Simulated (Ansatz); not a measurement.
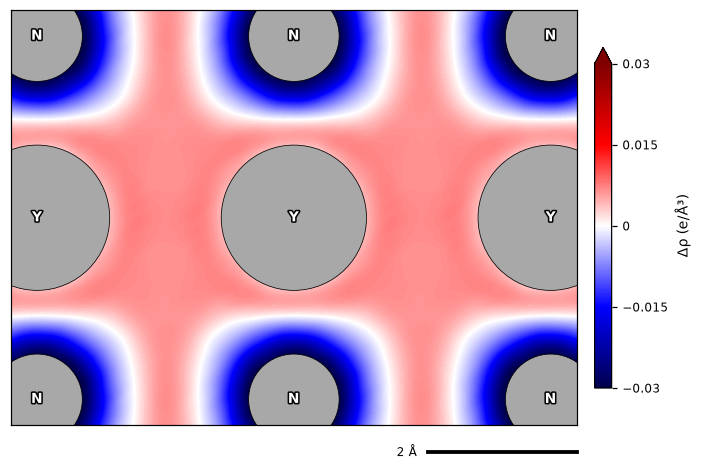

YN. Difference of the valence pseudo-densities of two functionals at the same geometry, on the (101̄) plane of the calculation cell: PBEsol less r2SCAN.

Space group Fm-3m.

Both computed with Ansatz (plane waves, PAW), on the same k-point mesh. Grey discs cover the atomic cores.

```yaml
crystal:
  lattice:
    - [0.00000, 2.43850, 2.43850]
    - [2.43850, 0.00000, 2.43850]
    - [2.43850, 2.43850, 0.00000]
  atoms:
    - { symbol: Y, position: [0.00000, 0.00000, 0.00000] }
    - { symbol: N, position: [0.50000, 0.50000, 0.50000] }
```

Question: Where does the change of functional move the electrons?

Answer: Against r2SCAN, PBEsol gives more density around Y (+0.007 e/Å³ on average at 1.2 Å from the nucleus), less density around N (−0.022 e/Å³ on average at 0.8 Å from the nucleus) and a change of +0.004 e/Å³ at the midpoint of Y–N.
